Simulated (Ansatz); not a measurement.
Consider Ge.

Input

```
crystal:
  lattice:
    - [1.4679416364, -2.5596219381, 0.0]
    - [1.4679416364, 2.5596219381, 0.0]
    - [0.0, 0.0, 4.6637015279]
  atoms:
    - { symbol: Ge, position: [0.33344663, 0.66655337, 0.25] }
    - { symbol: Ge, position: [0.66655337, 0.33344663, 0.75] }
hamiltonian:
  xc: pbe0
  pseudopotentials: { kind: paw }
kpoints:
  mp_grid: { grid: [6, 6, 4] }
scf:
  occupations: { method: fermi_dirac, width: 0.05 }
output:
  forces: true
  stress: true
  eigenvalues: true
  write_density: true
  write_potential: true
  elf: true
  volumetric_format: npy
```

Below, planes, directions and counts refer to the conventional cell (a = 2.94 Å, b = 5.12 Å, c = 4.66 Å, α = 90.00°, β = 90.00°, γ = 90.00°).

Space group Cmcm; a structure from a database of computed crystals, not necessarily the ambient phase; computed pressure about 4 GPa in this cell.

Method: Kohn-Sham DFT of a periodic cell, PBE0, Ansatz PAW in Ansatz 0.2.0.

Q: What can the converged valence pseudo-density and electron localisation function tell about the bonding?

A: Ge–Ge (2.94 Å): the density is about 0.21 e/Å³ at the midpoint; the ELF is about 0.40 at the midpoint.

Q: Does the calculation give a band gap?

A: It is gapless in this calculation (a metal or semimetal).

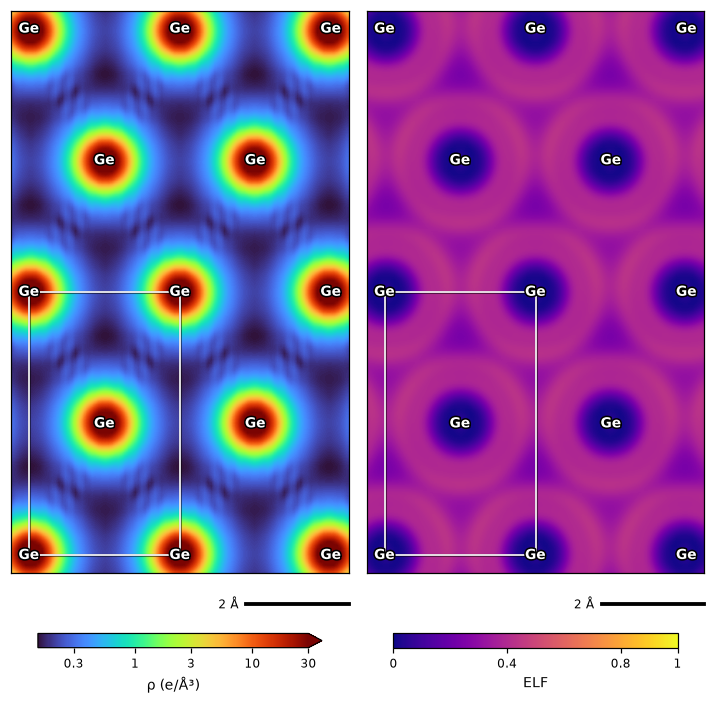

Computed valence pseudo-density and electron localisation function on the (001) plane of the conventional cell, in this order. 

In a PAW calculation such maps are meaningful between the atoms, not at the nuclei.
